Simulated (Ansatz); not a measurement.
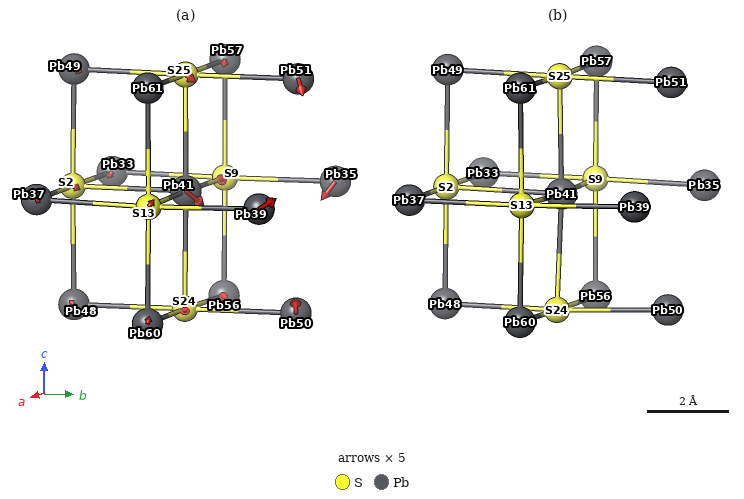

The structure of a defect cell of composition S₃₁Pb₃₂ (cell charge −1) before (left) and after (right) a relaxation, at one scale. The red arrows give the displacements, 5 times their true length.

The picture is a ball-and-stick view of the atoms within 5.0 Å of the atom that moves most (axes of the cell of the calculation), seen slightly off an axis.

Method: DFT, PBEsol, PAW, plane waves (Ansatz). Set-up: plane-wave cutoff 420 eV; k-point mesh 1 × 1 × 1; mesh shifted by (0.25, 0.25, 0.25); collinear spin; atoms relaxed in a fixed cell; force threshold 0.03 eV/Å; at most 80 steps.

**What changed between the two?**

Pb41 moves most: 0.14 Å along [−3 2 −3]. Largest moves by element: Pb 0.14 Å, S 0.10 Å. The cell stays as it was. Near-neighbour distances that change, for instance: S13–Pb41 2.890 → 2.968 Å, S24–Pb41 2.968 → 2.922 Å, S25–Pb41 2.924 → 2.971 Å, S2–Pb33 2.988 → 2.944 Å. Among the angles between lasting bonds that change: S13–Pb41–S25 91.9° → 87.5°, S2–Pb41–S13 90.3° → 88.1°. Over 3 geometry steps the energy falls by 0.211 eV per cell of the calculation. The largest force component goes from 0.3 to 0.021 eV/Å. The program noted that the starting moments weren't kept. Cost: 14 s on 1 × NVIDIA GB300 Max-Q with 8 threads of Arm Neoverse-V2, peak memory 2.2 GiB.

Limits of the set-up: the cell is charged, on a uniform background, and energies carry no finite-size correction.
